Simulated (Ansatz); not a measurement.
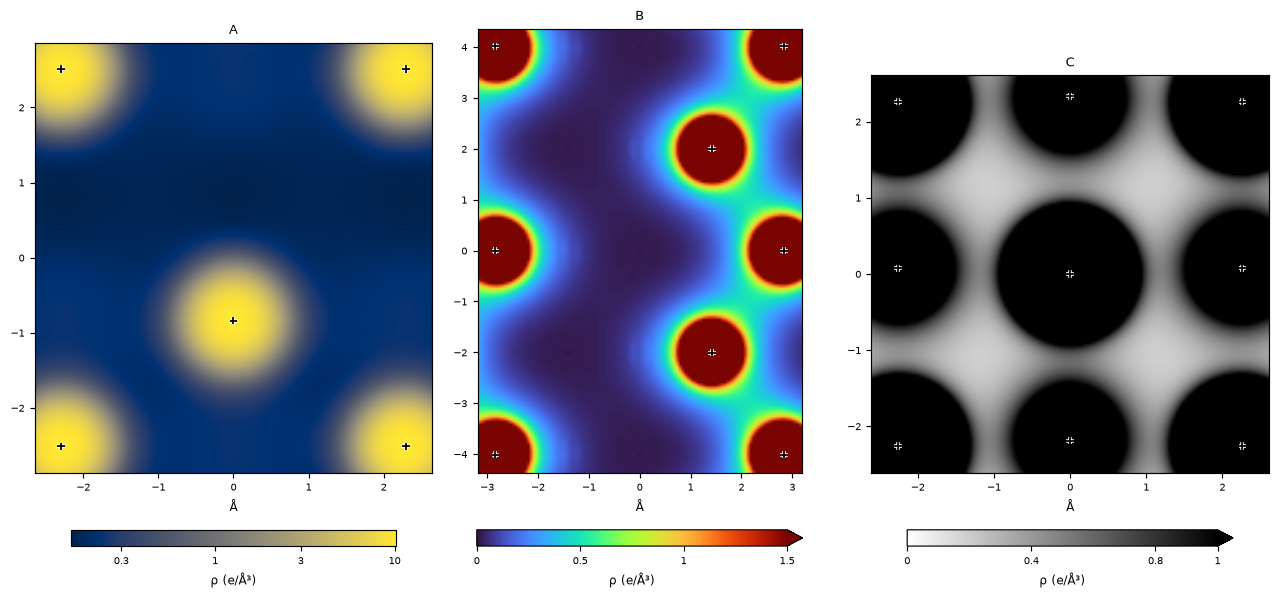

The valence pseudo-density of 3 systems, each on a plane through atoms (crosses mark nuclei in the plane).

Method: DFT PBEsol, scalar-relativistic, plane waves, PAW (Ansatz).

System 1: Ti, the (110) plane of the conventional cell. Space group P6₃/mmc; a structure from a database of computed crystals, not necessarily the ambient phase; computed without spin polarisation.

```xyz
2
Lattice="2.9005 0.0000 0.0000 -1.4502 2.5119 0.0000 0.0000 0.0000 4.5908" Properties=species:S:1:pos:R:3 pbc="T T T"
Ti    0.0000    1.6746    1.1477
Ti    1.4502    0.8373    3.4431
```

System 2: Ge, the (110) plane of the conventional cell. Space group Fd-3m; a structure from a database of computed crystals, not necessarily the ambient phase.

```xyz
8
Lattice="5.6749 0.0000 0.0000 0.0000 5.6749 0.0000 0.0000 0.0000 5.6749" Properties=species:S:1:pos:R:3 pbc="T T T"
Ge    2.8374    0.0000    0.0000
Ge    0.0000    2.8374    0.0000
Ge    0.0000    0.0000    2.8374
Ge    2.8374    2.8374    2.8374
Ge    4.2561    1.4187    1.4187
Ge    1.4187    4.2561    1.4187
Ge    1.4187    1.4187    4.2561
Ge    4.2561    4.2561    4.2561
```

System 3: HfN, the (101̄) plane of the conventional cell. Space group Imm2; changed on purpose from its base cell (atom 1 (Hf) moved by (-0.100, +0.000) A along [1 1 0] and z); not relaxed (largest force 1.1 eV/Å); computed without spin polarisation.

Q: Which map belongs to which system?

A: Panel A is system 1, Ti: the plane holds Ti. Ti–Ti (2.84 Å): ρ at the midpoint is about 0.2 e/Å³. Panel B is system 2, Ge: the plane holds Ge. Ge–Ge (2.46 Å): the density is about 0.5 e/Å³ at the midpoint. Panel C is system 3, HfN: the plane holds Hf and N. Hf–N (2.19 Å): the density is about 0.61 e/Å³ at the midpoint.
